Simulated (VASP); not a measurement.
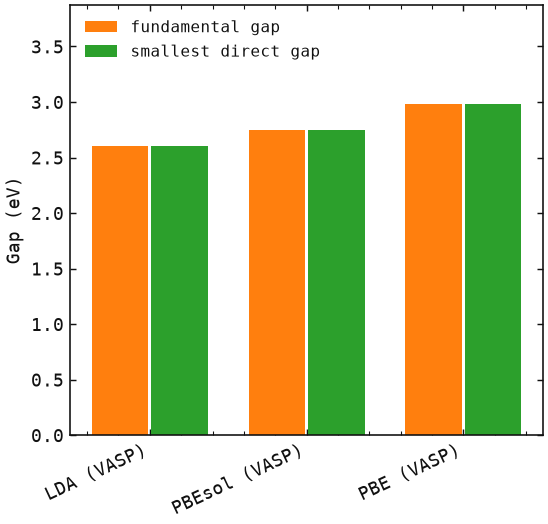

Gaps of LiH, space group Fm-3m, 2 atoms in the cell, rocksalt type, at several levels of theory on one cell (VASP, plane waves and PAW; edges over the mesh and the special points).

Q: How does the gap depend on the level, and does its kind change?

A: In rising order: LDA (VASP) 2.60 eV, PBEsol (VASP) 2.75 eV and PBE (VASP) 2.98 eV. It is direct at every level.
